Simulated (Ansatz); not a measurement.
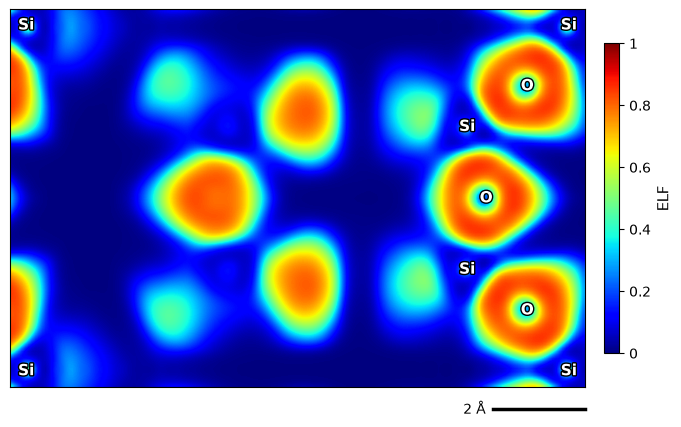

Figure. SiO$_{2}$. Electron localisation function on the (010) plane of the calculation cell.

Space group Cmmm; a structure from a database of computed crystals, not necessarily the ambient phase; not relaxed (largest force 0.3 eV/Å); computed pressure about 3 GPa in this cell.

Computed with Ansatz, DFT, PBE, plane-wave PAW, default files, scalar-relativistic.

SiO$_{2}$, 54 atoms, a = 11.82 Å, b = 11.82 Å, c = 7.53 Å, α = 90.00°, β = 90.00°, γ = 105.52°.

Question: Describe what can be read from this map.

Answer: The section cuts through Si and O sites.
Atoms just off the plane (Si, 0.3 Å away and O, 0.6 Å away) can leave unmarked features too.
Si–O (1.61 Å): the ELF peaks at about 0.85 between the atoms (a polar covalent bond).
The ELF also peaks beside O, away from the bonds: lone-pair regions.

Question: Does the calculation make it a metal, or give it a gap?

Answer: It is gapped, with a Kohn–Sham gap of 5.7 eV on the k-point mesh (the band edges may lie off the mesh, which would make the gap smaller).
